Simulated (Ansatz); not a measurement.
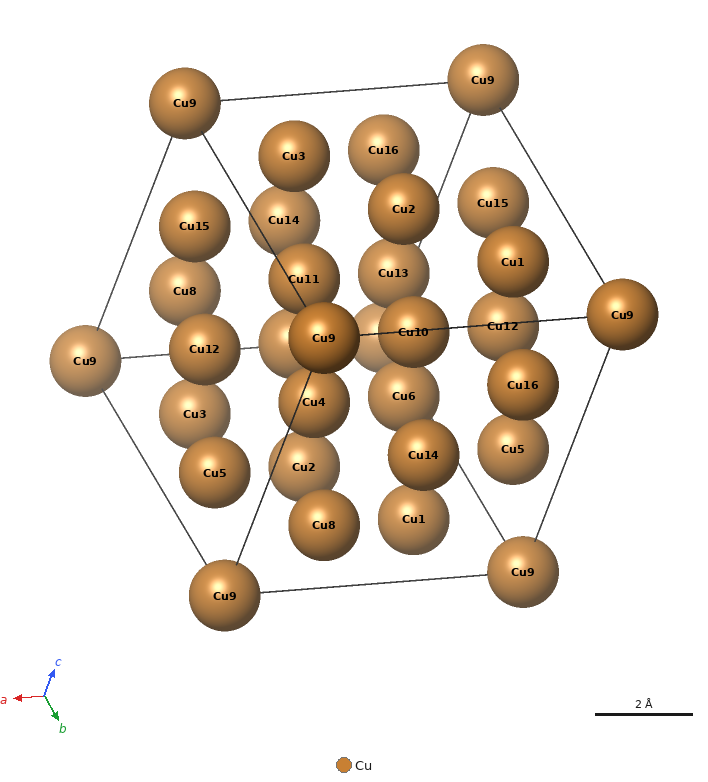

The input geometry (spheres-only view of the cell of the calculation, seen at an oblique angle; atoms are numbered from 1 in the order of the input).

## Run report: Cu, single-point calculation (part 1 of 2)

Cu (Fm-3m, 16 atoms in the cell), computed with DFT PBE, scalar-relativistic, plane waves, PAW, no spin polarisation (Ansatz 0.2.0).

The structure derives from a Materials Project entry. It belongs to a series of runs on one base structure; here: the perfect crystal in a cell of 16 atoms. Figures and captions count atoms from 1; the log counts them from 0 in places.

### Input file
```yaml
crystal:
  lattice:
    - [3.6298028101, 3.6298028101, -3.6298028101]
    - [-3.6298028101, -3.6298028101, -3.6298028101]
    - [-3.6298028101, 3.6298028101, 3.6298028101]
  atoms:
    - { symbol: Cu, position: [0.25, 0.75, 0.0] }
    - { symbol: Cu, position: [0.5, 0.5, 0.0] }
    - { symbol: Cu, position: [0.75, 0.25, 0.0] }
    - { symbol: Cu, position: [0.75, 0.75, 0.5] }
    - { symbol: Cu, position: [0.0, 0.75, 0.25] }
    - { symbol: Cu, position: [0.25, 0.5, 0.25] }
    - { symbol: Cu, position: [0.5, 0.25, 0.25] }
    - { symbol: Cu, position: [0.75, 0.0, 0.25] }
    - { symbol: Cu, position: [0.0, 0.0, 0.0] }
    - { symbol: Cu, position: [0.5, 0.75, 0.75] }
    - { symbol: Cu, position: [0.75, 0.5, 0.75] }
    - { symbol: Cu, position: [0.0, 0.5, 0.5] }
    - { symbol: Cu, position: [0.25, 0.25, 0.5] }
    - { symbol: Cu, position: [0.5, 0.0, 0.5] }
    - { symbol: Cu, position: [0.0, 0.25, 0.75] }
    - { symbol: Cu, position: [0.25, 0.0, 0.75] }
basis:
  ecutwfc: 420
  xc_grid: 2
kpoints:
  mp_grid: { grid: [5, 5, 5], shift: [0.0, 0.0, 0.0] }
hamiltonian:
  xc: pbe
scf:
  occupations: { method: gaussian, width: 0.1 }
output:
  forces: true
  stress: true
  eigenvalues: true
  write_density: true
  write_potential: true
  elf: true
  volumetric_format: npy
```

Launched with:
```bash
ansatz run input.yaml --threads 4 --pin off --max-ram 8192MiB --backend cpu --events-out ev --progress --plain --runs-dir out
```

### The program's output
```
Engine: ansatz 0.2.0, x86_64-unknown-linux-gnu
Pseudopotentials: kind: paw
Pseudopotential: Cu, paw, valence charge 19, recommended cutoff 420 eV (normal), Cu.paw.azcp
Functional definition: PBE
  parameter kappa = 0.804
  parameter beta = 0.06672455060314922
  exchange = pbe_x(kappa = kappa, mu = beta*pi^2/3)
  correlation = pbe_c(beta = beta)
Crystal: 16 atoms, lattice volume = 191.297 Å³
Basis set: ecut = 420 eV, 3781 PW (Γ), exchange–correlation on 90×90×90 points (8 copies of the dense FFT grid, shifted against one another)
Bands: 183, of which v1, the nominal top of the filled ones, is band 152 counted from 1 (151 counted from 0)
Symmetry: 768 space group operations
Space group: Fm-3m (ITA 225), of the structure as read, at distance tolerance 5.8e-5 Å
k-points: 10 of 125
Non-local potential: Cu, projectors of the file, l = 0: 3, l = 1: 2, l = 2: 3, l = 3: 1
PAW form: soft (Blöchl's): semilocal exchange-correlation on the pseudo side does not see the compensation charge
PAW one-centre angular grid: Cu, 590 points (default); XC on 64 Gauss nodes
Initial density: superposition of atomic densities (neutral atoms: chi_scale 0, normalization atom), corrected by the library's trained network
Initial wavefunctions: pseudopotential atomic-orbital guess
Functional: x = pbe(κ = 0.804, μ = 0.2195149727645171), c = pbe(β = 0.06672455060314922)
SCF iter   1: F=—  HF=-106002.807727 eV  |F-HF|=—  |Δ(HF+E_count)|=         —  Δρ=1.01e-3  dr2=8.17e-4  ethr=1.77e-3  ⟨swp⟩=4.9  Hψ=5719  notcnv=0  defer=81
preconditioner: auto → Resta (q_TF=auto, 2.947 Å⁻¹)  ε∞=13.5  [insulator: Δε(μ)=0.144 eV  Ē_g=10.076 eV  σ=0.100 eV  W_gap=0.64  n_scr=78 (ndim 8)  ℏωp=35.6 eV  f_vac=0.000  D(μ)=4.52/eV (n_scr^D=18)  ε∞_Penn≈13.5]
SCF iter   2: F=—  HF=-106002.809113 eV  |F-HF|=—  |Δ(HF+E_count)|=   1.39e-3  Δρ=4.67e-4  dr2=1.61e-4  ethr=2.69e-7  ⟨swp⟩=3.3  Hψ=4453  notcnv=0  defer=111
SCF iter   3: F=—  HF=-106002.809489 eV  |F-HF|=—  |Δ(HF+E_count)|=   3.76e-4  Δρ=1.27e-4  dr2=1.69e-5  ethr=5.29e-8  ⟨swp⟩=2.0  Hψ=2408  notcnv=0  defer=111
SCF iter   4: F=—  HF=-106002.809518 eV  |F-HF|=—  |Δ(HF+E_count)|=   2.91e-5  Δρ=3.25e-5  dr2=6.87e-7  ethr=5.56e-9  ⟨swp⟩=2.1  Hψ=2515  notcnv=0  defer=111
SCF iter   5: F=—  HF=-106002.809518 eV  |F-HF|=—  |Δ(HF+E_count)|=   3.79e-7  Δρ=7.41e-6  dr2=4.66e-8  ethr=2.26e-10  ⟨swp⟩=2.2  Hψ=2785  notcnv=0  defer=111
SCF iter   6: F=-106002.809518 eV  HF=-106002.809518 eV  |F-HF|=5.70e-9  |Δ(HF+E_count)|=   1.38e-8  Δρ=3.21e-6  dr2=8.62e-9  ethr=1.53e-11  ⟨swp⟩=12.1  Hψ=12342  notcnv=0
SCF 1 converged in 6 iterations: F = -106002.809518 eV  dr2 = 8.62e-9
  greatest PAW one-centre occupation: 1.000 electrons in one spin orbital (limit 2), on the Cu atom at site 15 (counted from 0), in its partial waves of l = 0
```

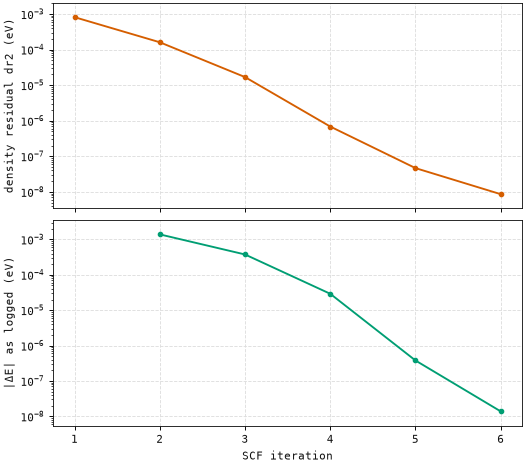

Convergence of the self-consistent field: density residual dr2 and size of the energy change against the SCF iteration. The residual falls at every step.

```
SCF converged after 6 iterations
Free energy (F): -106002.809518 eV
Harris-Foulkes:  -106002.809518 eV  (|F-HF|=5.70e-9)
Internal energy: -106002.786950 eV  (E = F + TS)
E sigma→0 (E₀):  -106002.798234 eV
Entropy (-TS):   -0.022568 eV (-1.411 meV/atom)
Fermi energy:    16.495724 eV
--- Per-component energies (eV) ---
  E_band       = -5818.363980
  E_kinetic    = 4796.823900
  E_local      = -65167.936185  (includes V_loc(G=0)·N_el)
  E_nonlocal   = 6239.033267
  E_hartree    = 28697.106091
  E_xc         = -1431.681449
  E_vxc        = -1847.470444  (∫ρ·V_xc dr)
  E_paw        = -26607.971238  (= ΣΔE_a)
  E_vpaw       = -7233.053555  (= ΣTr[D̂ρ^β])
  E_aug_tail   = 0.003906  (compensation charges beyond the density's cutoff)
  E_ewald      = -52528.165241
  E_smearing   = -0.022568  (= −TS)
  E_closure    = -0.000000  (closes the sum)
  Σ components = -106002.809518   (vs F -106002.809518, Δ=0.00e0)
--- Forces (eV/Å), atoms counted from 1 ---
  atom   1  Cu    -0.00000000     0.00000000    -0.00000000
  atom   2  Cu    -0.00000000     0.00000000     0.00000000
  atom   3  Cu    -0.00000000    -0.00000000    -0.00000000
  atom   4  Cu    -0.00000000     0.00000000    -0.00000000
  atom   5  Cu    -0.00000000    -0.00000000     0.00000000
  atom   6  Cu    -0.00000000     0.00000000     0.00000000
  atom   7  Cu    -0.00000000     0.00000000    -0.00000000
  atom   8  Cu     0.00000000    -0.00000000    -0.00000000
  atom   9  Cu    -0.00000000    -0.00000000    -0.00000000
  atom  10  Cu    -0.00000000     0.00000000    -0.00000000
  atom  11  Cu    -0.00000000     0.00000000    -0.00000000
  atom  12  Cu    -0.00000000     0.00000000    -0.00000000
  atom  13  Cu    -0.00000000    -0.00000000    -0.00000000
  atom  14  Cu    -0.00000000     0.00000000     0.00000000
  atom  15  Cu    -0.00000000    -0.00000000     0.00000000
  atom  16  Cu    -0.00000000    -0.00000000     0.00000000
  max |Σ_I F_I| component: 8.60e-28 eV/Å
--- Stress (GPa, compression-positive) ---
       -0.009787      -0.000000      -0.000000
       -0.000000      -0.009787      -0.000000
       -0.000000       0.000000      -0.009787
  P = ⅓ Tr σ = -0.0098 GPa (-0.098 kbar)
--- Band table (eV; the first three rows and the last of 10) ---
  k-point 0: bands = ["-96.0374", "-96.0244", "-96.0244", "-96.0244", "-96.0244", "-96.0244", "-96.0244", "-96.0244", "-96.0244", "-96.0244", "-96.0244", "-96.0244", "-96.0244", "-96.0201", "-96.0201", "-96.0201", "-53.4497", "-53.4497", "-53.4497", "-53.4258", "-53.4258", "-53.4258", "-53.4258", "-53.4258", "-53.4258", "-53.4258", "-53.4258", "-53.4258", "-53.4258", "-53.4258", "-53.4258", "-53.3963", "-53.3963", "-53.3963", "-53.3963", "-53.3963", "-53.3963", "-53.3963", "-53.3963", "-53.3963",
      "-53.3963", "-53.3963", "-53.3963", "-53.3916", "-53.3916", "-53.3916", "-53.3916", "-53.3916", "-53.3916", "-53.3678", "-53.3678", "-53.3678", "-53.3678", "-53.3678", "-53.3678", "-53.3678", "-53.3678", "-53.3678", "-53.3678", "-53.3678", "-53.3678", "-53.3523", "-53.3523", "-53.3523", "7.1886", "11.6985", "11.6985", "11.6985", "11.8381", "11.8381", "11.8381", "11.8381", "11.8381", "11.8381", "11.8381", "11.8381", "11.8381", "11.8381", "11.8381", "11.8381",
      "12.1594", "12.1594", "12.1594", "13.0400", "13.0400", "13.0400", "13.0400", "13.0400", "13.0400", "13.0400", "13.0400", "13.0400", "13.0400", "13.0400", "13.0400", "13.2466", "13.2466", "13.2466", "13.2466", "13.2466", "13.2466", "13.2466", "13.2466", "13.2466", "13.2466", "13.2466", "13.2466", "13.5429", "13.5429", "13.5429", "14.0375", "14.0375", "14.0375", "14.0375", "14.0375", "14.0375", "14.0375", "14.0375", "14.0375", "14.0375",
      "14.0375", "14.0375", "14.3599", "14.3599", "14.3599", "14.3599", "14.3599", "14.3599", "14.3599", "14.3599", "14.3599", "14.3599", "14.3599", "14.3599", "14.3606", "14.3606", "14.9078", "14.9078", "14.9078", "15.0680", "15.0680", "15.0680", "15.0680", "15.0680", "15.0680", "16.2129", "16.2129", "16.2129", "16.2129", "16.2129", "16.2129", "16.2129", "16.2129", "16.2129", "16.2129", "16.2129", "16.2129", "17.9622", "17.9622", "17.9622",
      "23.5256", "23.5256", "23.5256", "26.1154", "26.1154", "26.1154", "26.1154", "26.1154", "26.1154", "26.1154", "26.1154", "26.1154", "26.1154", "26.1154", "26.1154", "27.2767", "27.2767", "27.2767", "27.2767", "27.2767", "27.2767", "27.2767", "27.2767"]
```
